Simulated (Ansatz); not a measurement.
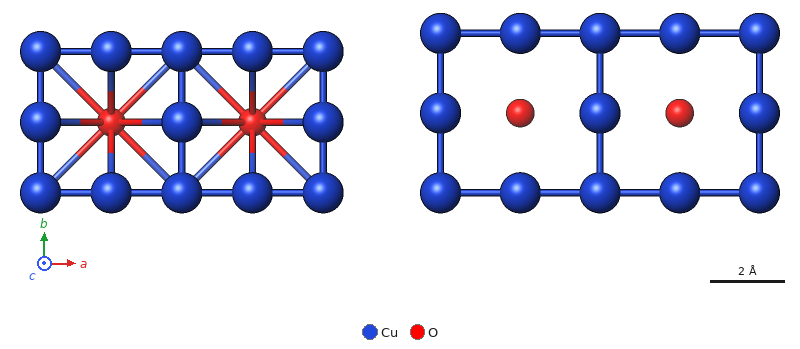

Two geometries of solid Cu$_{4}$O (a generated structure, set up in Pm-3m) (coarse preliminary run), drawn at one scale. One is the start of a relaxation, the other its converged end. The picture is a ball-and-stick view of the cell of the calculation, repeated 2 × 1 × 1 with one cell outlined, seen along the c axis.

These are results of DFT PBE, scalar-relativistic, plane waves, PAW (Ansatz), not measurements. Set-up: plane-wave cutoff 420 eV; k-point mesh 4 × 4 × 4; occupations gaussian; smearing width 0.1 eV; collinear spin; cell and atoms relaxed; force threshold 0.04 eV/Å; at most 70 steps.

> Which one is relaxed?

The right one is the relaxed one. No atom moves by more than 0.005 Å relative to the cell. The volume changes by +43.7 %, with a = b = c 3.865 → 4.362 Å (+12.8 %). Near-neighbour distances that change, for instance: Cu–O 2.733 → 3.084 Å, Cu–Cu 1.933 → 2.181 Å. The space group stays Pm-3m (No. 221). After 6 accepted moves (8 points after the start) the energy has fallen by 661 meV per atom. All forces vanish by symmetry, so only the cell relaxes. The pressure goes from 59.45 to 0.12 GPa. At 2 points the geometry stayed and the basis and grid were re-selected for the new cell (energy shift of 39.5 meV per atom at most each time). The program noted that the starting moments weren't kept. The run took 42 s on 1 thread of Intel(R) Xeon(R) 6975P-C (Granite Rapids), on a shared host, peak memory 0.42 GiB.
